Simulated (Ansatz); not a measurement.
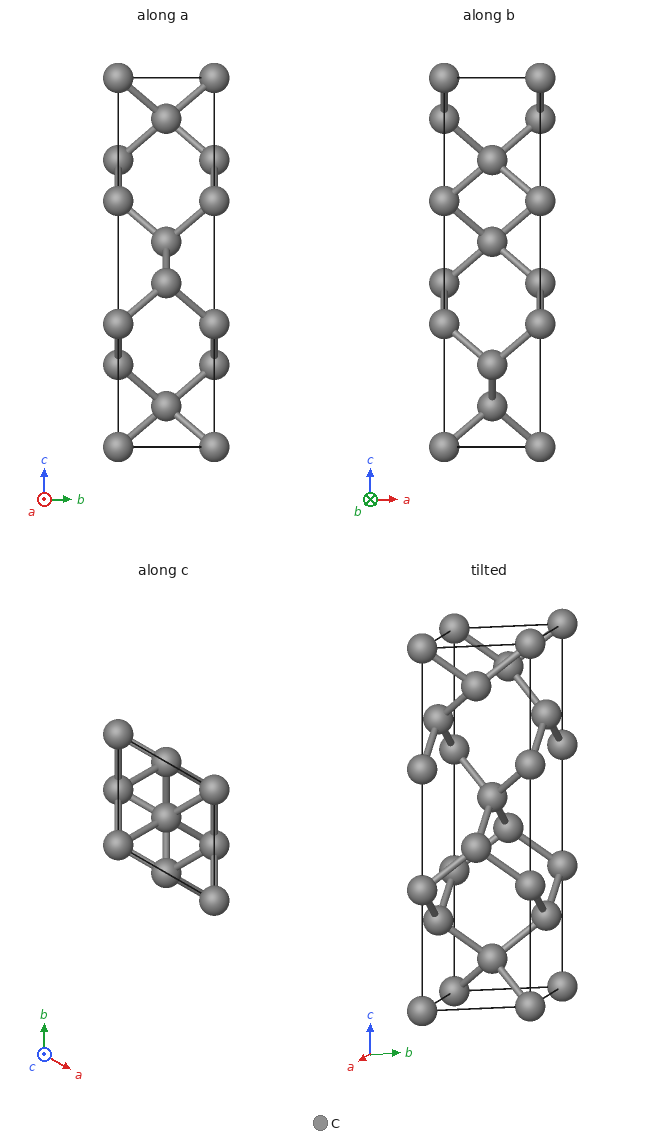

The crystal in a ball-and-stick representation, seen along the a axis, along the b axis, along the c axis and slightly off an axis. The frame is the conventional unit cell; atoms at its boundary are shown with their periodic copies.

Lattice parameters: a = 2.598 Å, b = 2.598 Å, c = 8.642 Å, α = 90.00°, β = 90.00°, γ = 120.00°.

**Record the structure as a table of Wyckoff sites, with free fractional coordinates to two decimals.**

Space group P6_222 (No. 180).
| atom | site | x | y | z |
| --- | --- | --- | --- | --- |
| C | 6f | 0.50 | 0.50 | 0.56 |
| C | 3a | 0.00 | 0.00 | 0.00 |

The cell started as a structure type filled with this element by a generator (whether the element takes this form wasn't checked). It is drawn as it came out of a relaxation with DFT PBE, scalar-relativistic, plane waves, PAW in Ansatz.
